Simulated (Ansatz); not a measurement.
A series of calculations on AlAs

Part 1: Vibrations

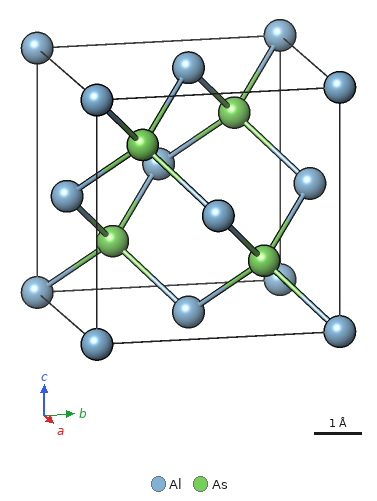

Lattice vibrations of a crystal of AlAs relaxed at 15 GPa, space group F-43m (No. 216), at the zone centre. A ball-and-stick model of the conventional cell (4 times the calculation's cell), seen slightly off an axis. Lengths and directions refer to the drawn axes.

All numbers below come from Ansatz, DFT LDA, scalar-relativistic, plane waves, PAW.

The input:
```yaml
crystal:
  lattice:
    - [0.0, 2.6806872524, 2.6806872524]
    - [2.6806872524, 0.0, 2.6806872524]
    - [2.6806872524, 2.6806872524, 0.0]
  atoms:
    - { symbol: Al, position: [0.0, 0.0, 0.0] }
    - { symbol: As, position: [0.75, 0.75, 0.75] }
basis:
  ecutwfc: 420
kpoints:
  mp_grid: { grid: [10, 10, 10] }
hamiltonian:
  xc: lda
scf:
  occupations: { method: fixed }
output:
  eigenvalues: true
phonons:
  method: dfpt
  dielectric: true
  rigid_motions: translations
  eigenvectors: true
```

Command:
```bash
ansatz run input.yaml --threads 1 --pin off --max-ram 3072MiB --backend cpu --events-out ev --progress --plain --runs-dir out
```

Frequencies are those without the non-analytic (LO–TO) term.

List the optical modes.

Answer. The calculation's cell holds 2 atoms, so there are 3 optical modes, in 1 level. The optical modes span T₂. No level is unstable.

```json
{"level": "1", "symmetry": "T₂", "frequency (cm⁻¹)": "424", "activity": "infrared- and Raman-active"}
```

The displacement patterns (one member of each degenerate set):

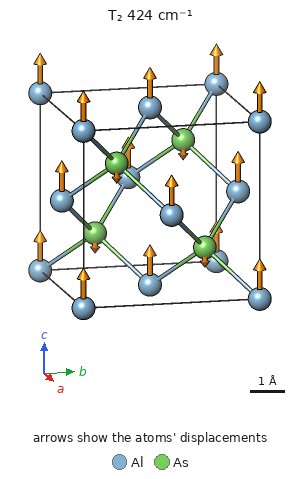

Part 2: Vibrations

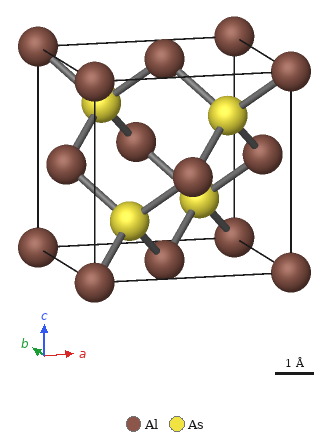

Normal modes of a crystal of AlAs relaxed at 8 GPa, at the zone centre. Style: ball-and-stick. Shown: the conventional cell (4 times the calculation's cell), slightly off an axis. Lengths and directions refer to the drawn axes.

Method: Ansatz, DFT LDA, scalar-relativistic, plane waves, PAW.

Input
```yaml
crystal:
  lattice:
    - [0.0, 2.7333182437, 2.7333182437]
    - [2.7333182437, 0.0, 2.7333182437]
    - [2.7333182437, 2.7333182437, 0.0]
  atoms:
    - { symbol: Al, position: [0.0, 0.0, 0.0] }
    - { symbol: As, position: [0.75, 0.75, 0.75] }
basis:
  ecutwfc: 420
kpoints:
  mp_grid: { grid: [8, 8, 8] }
hamiltonian:
  xc: lda
scf:
  occupations: { method: fixed }
output:
  eigenvalues: true
phonons:
  method: dfpt
  dielectric: true
  rigid_motions: translations
  eigenvectors: true
```

Command:
```bash
ansatz run input.yaml --threads 1 --pin off --max-ram 3072MiB --backend cpu --events-out ev --progress --plain --runs-dir out
```

Frequencies are those without the non-analytic (LO–TO) term.

Q: Which optical modes does it have, at what frequencies, and is it stable there?

A: The calculation's cell holds 2 atoms, so there are 3 optical modes, in 1 level. The optical modes span T₂. No level is unstable.

| level | symmetry | frequency (cm⁻¹) | activity |
| --- | --- | --- | --- |
| 1 | T₂ | 397 | infrared- and Raman-active |

The displacement patterns (one member of each degenerate set):

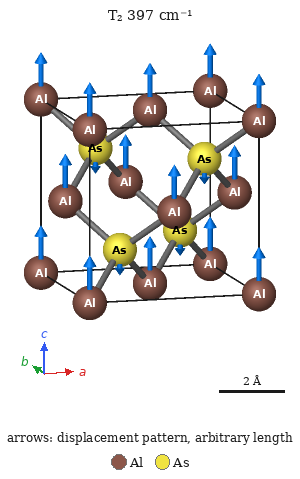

Part 3: One mode

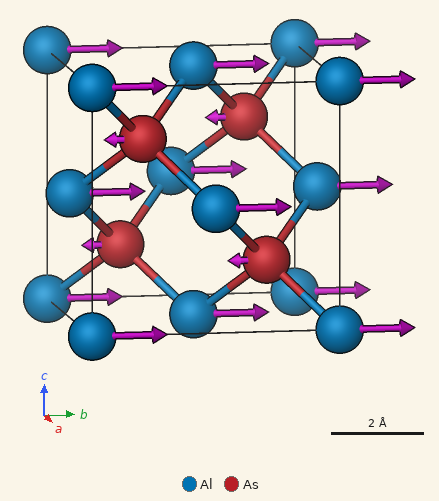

One vibrational mode of crystalline AlAs relaxed at 7 GPa at the zone centre. The purple arrows are the displacements of the atoms (eigenvector over the root of the mass), of arbitrary overall length and sign. The picture is a ball-and-stick view of the conventional cell (4 times the calculation's cell), seen slightly off an axis. Lengths and directions refer to the drawn axes.

Method: DFT PBEsol, scalar-relativistic, plane waves, PAW (Ansatz 0.2.0).

Input
```yaml
crystal:
  lattice:
    - [0.0, 2.761376862, 2.761376862]
    - [2.761376862, 0.0, 2.761376862]
    - [2.761376862, 2.761376862, 0.0]
  atoms:
    - { symbol: Al, position: [0.0, 0.0, 0.0] }
    - { symbol: As, position: [0.75, 0.75, 0.75] }
basis:
  ecutwfc: 420
kpoints:
  mp_grid: { grid: [8, 8, 8] }
hamiltonian:
  xc: pbesol
scf:
  occupations: { method: fixed }
output:
  eigenvalues: true
phonons:
  method: dfpt
  dielectric: true
  rigid_motions: translations
  eigenvectors: true
```

Run as
```bash
ansatz run input.yaml --threads 1 --pin off --max-ram 3072MiB --backend cpu --events-out ev --progress --plain --runs-dir out
```

Frequencies are those without the non-analytic (LO–TO) term.

**What mode is this, and where does it lie in the spectrum?**

This is the T₂ mode (triply degenerate; one member of the set is drawn) at 388 cm⁻¹, the only optical level, infrared- and Raman-active by symmetry. The Al sublattice moves against the As sublattice, along b; the kinetic energy is shared as Al 74 %, As 26 %. Its infrared intensity is 15 (D/Å)²/amu for the set. The value is the transverse one; the longitudinal partner lies at 423 cm⁻¹.

Part 4: One mode

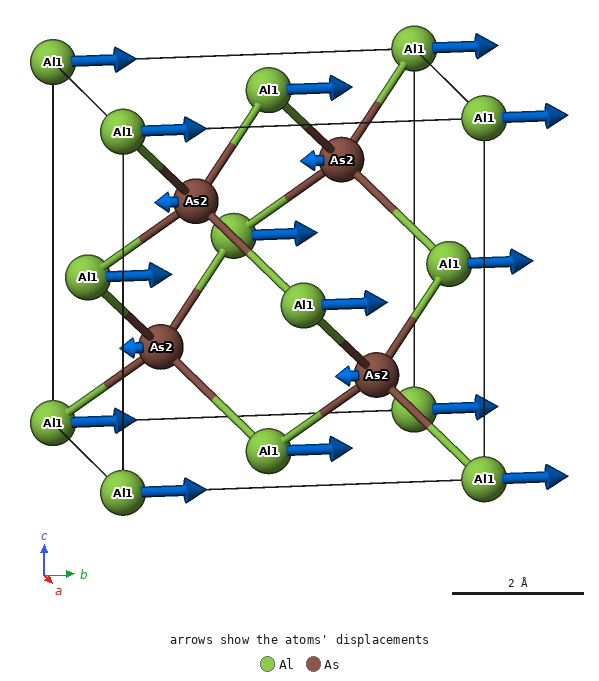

One vibrational mode of crystalline AlAs at 0.98 times its rest volume at the zone centre. Displacements are drawn as blue arrows; their common scale and sign are arbitrary. Style: ball-and-stick. Shown: the conventional cell (4 times the calculation's cell), slightly off an axis. Lengths and directions refer to the drawn axes.

Level of theory: DFT PBEsol, scalar-relativistic, plane waves, PAW in Ansatz.

The input:
```yaml
crystal:
  lattice:
    - [0.0, 2.8182553987, 2.8182553987]
    - [2.8182553987, 0.0, 2.8182553987]
    - [2.8182553987, 2.8182553987, 0.0]
  atoms:
    - { symbol: Al, position: [0.0, 0.0, 0.0] }
    - { symbol: As, position: [0.75, 0.75, 0.75] }
basis:
  ecutwfc: 420
kpoints:
  mp_grid: { grid: [8, 8, 8] }
hamiltonian:
  xc: pbesol
scf:
  occupations: { method: fixed }
output:
  eigenvalues: true
phonons:
  method: dfpt
  dielectric: true
  rigid_motions: translations
  eigenvectors: true
```

Launched with:
```bash
ansatz run input.yaml --threads 1 --pin off --max-ram 3072MiB --backend cpu --events-out ev --progress --plain --runs-dir out
```

Frequencies are those without the non-analytic (LO–TO) term.

> What mode is this, and where does it lie in the spectrum?

This is the T₂ mode (triply degenerate; one member of the set is drawn) at 361 cm⁻¹, the only optical level, infrared- and Raman-active by symmetry. The Al sublattice moves against the As sublattice, along b; the kinetic energy is shared as Al 74 %, As 26 %. Its infrared intensity is 16 (D/Å)²/amu for the set. The value is the transverse one; the longitudinal partner lies at 397 cm⁻¹.

Part 5: Softest mode

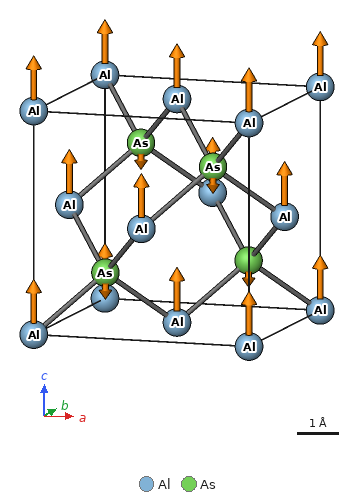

The lowest optical mode of crystalline AlAs at 0.98 times its rest volume, space group F-43m (No. 216), at the zone centre. The orange arrows give the relative displacements of the atoms. A ball-and-stick model of the conventional cell (4 times the calculation's cell), seen slightly off an axis. Lengths and directions refer to the drawn axes.

Computed with DFT LDA, scalar-relativistic, plane waves, PAW (Ansatz 0.2.0). Set-up: plane-wave cutoff 420 eV; k-point mesh 8 × 8 × 8; occupations fixed; no spin polarisation.

Frequencies are those without the non-analytic (LO–TO) term.

Is this crystal at a minimum with respect to the drawn distortion?

Yes: this softest mode has a real frequency, and so have all others here. That speaks for this wave vector alone: the rest of the zone wasn't checked in this run. This is the T₂ mode (triply degenerate; one member of the set is drawn) at 367 cm⁻¹, the only optical level, infrared- and Raman-active by symmetry. The Al sublattice moves against the As sublattice, along c; the kinetic energy is shared as Al 74 %, As 26 %. Its infrared intensity is 16 (D/Å)²/amu for the set. The value is the transverse one; the longitudinal partner lies at 403 cm⁻¹.

Part 6: Softest mode

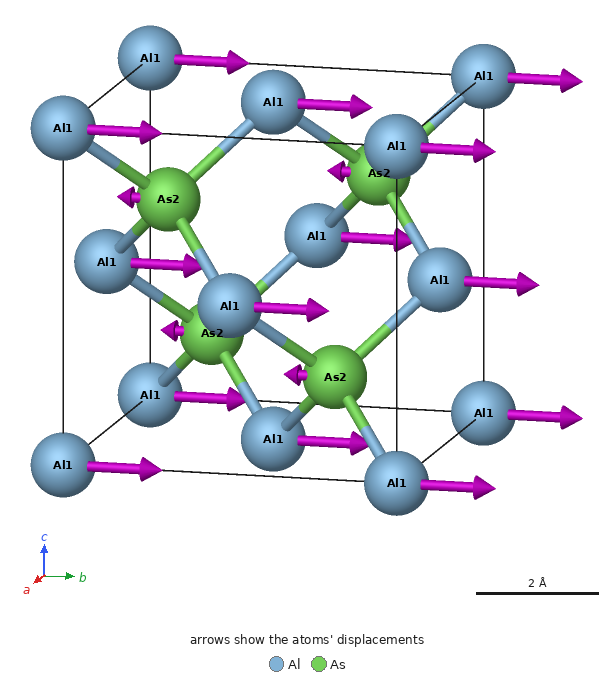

The lowest optical mode of solid AlAs at 1.02 times its rest volume, space group F-43m (No. 216), at the zone centre. Displacements are drawn as purple arrows; their common scale and sign are arbitrary. A ball-and-stick model of the conventional cell (4 times the calculation's cell), seen slightly off an axis. Lengths and directions refer to the drawn axes.

Level of theory: Ansatz 0.2.0, DFT LDA, scalar-relativistic, plane waves, PAW.

Input file:
```yaml
crystal:
  lattice:
    - [0.0, 2.833184384, 2.833184384]
    - [2.833184384, 0.0, 2.833184384]
    - [2.833184384, 2.833184384, 0.0]
  atoms:
    - { symbol: Al, position: [0.0, 0.0, 0.0] }
    - { symbol: As, position: [0.75, 0.75, 0.75] }
basis:
  ecutwfc: 420
kpoints:
  mp_grid: { grid: [8, 8, 8] }
hamiltonian:
  xc: lda
scf:
  occupations: { method: fixed }
output:
  eigenvalues: true
phonons:
  method: dfpt
  dielectric: true
  rigid_motions: translations
  eigenvectors: true
```

Launched with:
```bash
ansatz run input.yaml --threads 1 --pin off --max-ram 3072MiB --backend cpu --events-out ev --progress --plain --runs-dir out
```

Frequencies are those without the non-analytic (LO–TO) term.

> Is this crystal at a minimum with respect to the drawn distortion?

Yes: this softest mode has a real frequency, and so have all others here. That speaks for this wave vector alone: the rest of the zone wasn't checked in this run. This is the T₂ mode (triply degenerate; one member of the set is drawn) at 350 cm⁻¹, the only optical level, infrared- and Raman-active by symmetry. The Al sublattice moves against the As sublattice, along b; the kinetic energy is shared as Al 74 %, As 26 %. Its infrared intensity is 16 (D/Å)²/amu for the set. The value is the transverse one; the longitudinal partner lies at 386 cm⁻¹.
